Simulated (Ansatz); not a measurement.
Cell and atoms:

```yaml
crystal:
  lattice:
    - [7.08994, 0.00000, 0.00000]
    - [0.00000, 4.84693, 0.00000]
    - [0.00000, 0.00000, 4.98540]
  atoms:
    - { symbol: Al, position: [0.39126, 0.25197, 0.03003] }
    - { symbol: Al, position: [0.60874, 0.25197, 0.46997] }
    - { symbol: Al, position: [0.10874, 0.24803, 0.53003] }
    - { symbol: Al, position: [0.89126, 0.24803, 0.96997] }
    - { symbol: Al, position: [0.60874, 0.74803, 0.96997] }
    - { symbol: Al, position: [0.39126, 0.74803, 0.53003] }
    - { symbol: Al, position: [0.89126, 0.75197, 0.46997] }
    - { symbol: Al, position: [0.10874, 0.75197, 0.03003] }
    - { symbol: O, position: [0.65388, 0.10695, 0.10146] }
    - { symbol: O, position: [0.34612, 0.10695, 0.39854] }
    - { symbol: O, position: [0.84612, 0.39305, 0.60146] }
    - { symbol: O, position: [0.15388, 0.39305, 0.89854] }
    - { symbol: O, position: [0.34612, 0.89305, 0.89854] }
    - { symbol: O, position: [0.65388, 0.89305, 0.60146] }
    - { symbol: O, position: [0.15388, 0.60695, 0.39854] }
    - { symbol: O, position: [0.84612, 0.60695, 0.10146] }
    - { symbol: O, position: [0.00000, 0.04898, 0.25000] }
    - { symbol: O, position: [0.50000, 0.45102, 0.75000] }
    - { symbol: O, position: [0.00000, 0.95102, 0.75000] }
    - { symbol: O, position: [0.50000, 0.54898, 0.25000] }
```

Question: What does this file describe?

Answer: The material is Al2O3. Space group: Pbcn (No. 60). Lattice: primitive orthorhombic. The cell has 20 atoms, namely 8 Al, 12 O. Each Al atom is coordinated by six O in a distorted octahedral arrangement at 1.86 to 2.02 Å. Around each O lie four Al at 1.86 to 2.02 Å. The bonds build a three-dimensional framework.

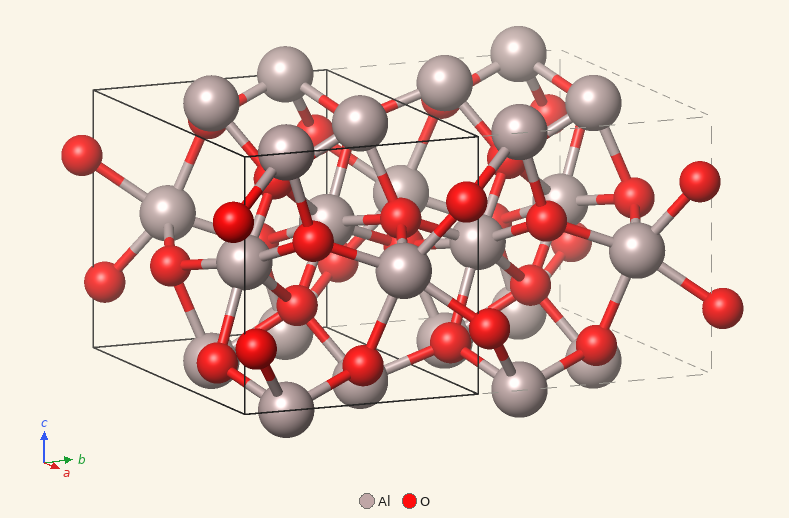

View slightly off an axis, drawn as a ball-and-stick model. A block of 1×2×1 cells is shown, with one conventional unit cell in solid outline.

Provenance: a structure listed in the Materials Project. The atoms were relaxed in a fixed cell with Ansatz 0.2.0, DFT, r2SCAN, plane-wave PAW, scalar-relativistic.

At this level of theory the cell isn't at rest (stretched, at -7 GPa), so its distances can differ from those at equilibrium, the more so the softer the solid.
